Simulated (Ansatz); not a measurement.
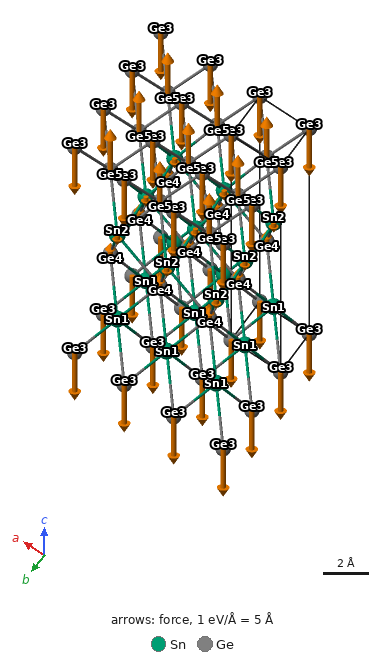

Starting geometry of crystalline Sn$_{2}$Ge$_{3}$ (a generated structure, set up in P3m1) (coarse preliminary run) with the computed forces as orange arrows. Style: ball-and-stick. Shown: the cell of the calculation, repeated 3 × 3 × 1 with one cell outlined, from a free direction.

Level of theory: Ansatz 0.2.0, DFT PBE, scalar-relativistic, plane waves, PAW.

The input:
```yaml
crystal:
  lattice:
    - [3.57718398, 0.0, 0.0]
    - [-1.78859199, 3.0979322, 0.0]
    - [0.0, 0.0, 10.86340011]
  atoms:
    - { symbol: Sn, position: [0.33333333, 0.66666667, 0.20472294] }
    - { symbol: Sn, position: [0.33333333, 0.66666667, 0.61416883] }
    - { symbol: Ge, position: [0.0, 0.0, 0.0] }
    - { symbol: Ge, position: [0.66666667, 0.33333333, 0.40944588] }
    - { symbol: Ge, position: [0.66666667, 0.33333333, 0.81889177] }
basis:
  ecutwfc: 420
kpoints:
  mp_grid: { grid: [6, 6, 2] }
hamiltonian:
  xc: pbe
scf:
  occupations: { method: gaussian, width: 0.1 }
  lower_state_search: "off"
output:
  forces: true
  stress: true
  eigenvalues: true
relax:
  adjacent_minimum: "off"
  f_tol: 0.04
  max_steps: 70
  cell: { stress_tol: 0.4 }
```

Run as
```bash
ansatz run input.yaml --threads 1 --pin off --max-ram 2560MiB --backend cpu --events-out ev --progress --plain --runs-dir out
```

### Is this structure relaxed? If not, where do the atoms go?

It isn't relaxed: the largest force vector, on Ge3, is 0.51 eV/Å. The atoms end up moving mostly along the starting forces (cosine between the two patterns 0.95). The largest move relative to the cell is that of Ge5, 0.24 Å along +c. By element the largest moves are Ge 0.24 Å, Sn 0.02 Å. The drawn cell changes as follows: a = b 3.577 → 4.048 Å (+13.2 %), c 10.863 → 8.531 Å (−21.5 %); the volume changes by +0.6 %. Among the contacts that change: Ge3–Ge5 2.852 → 2.585 Å, Sn1–Ge4 3.035 → 2.906 Å, Sn2–Ge5 3.035 → 3.083 Å, Sn1–Ge3 3.035 → 3.044 Å. Among the angles between lasting bonds that change: Ge5–Ge3–Ge5 77.7° → 103.1°, Sn1–Ge4–Sn2 94.2° → 73.1°, Sn1–Ge3–Ge5 105.0° → 85.8°. The space group stays P3m1 (No. 156). After 14 accepted moves (18 points after the start) the energy has fallen by 129 meV per atom. Largest force component: 0.51 eV/Å at the start, 0.009 eV/Å at the end. The pressure goes from −0.59 to 0.09 GPa. The line search rejected the trial steps at points 9, 11 of the run. At 2 points the geometry stayed and the basis and grid were re-selected for the new cell (energy shift of 4.6 meV per atom at most each time).
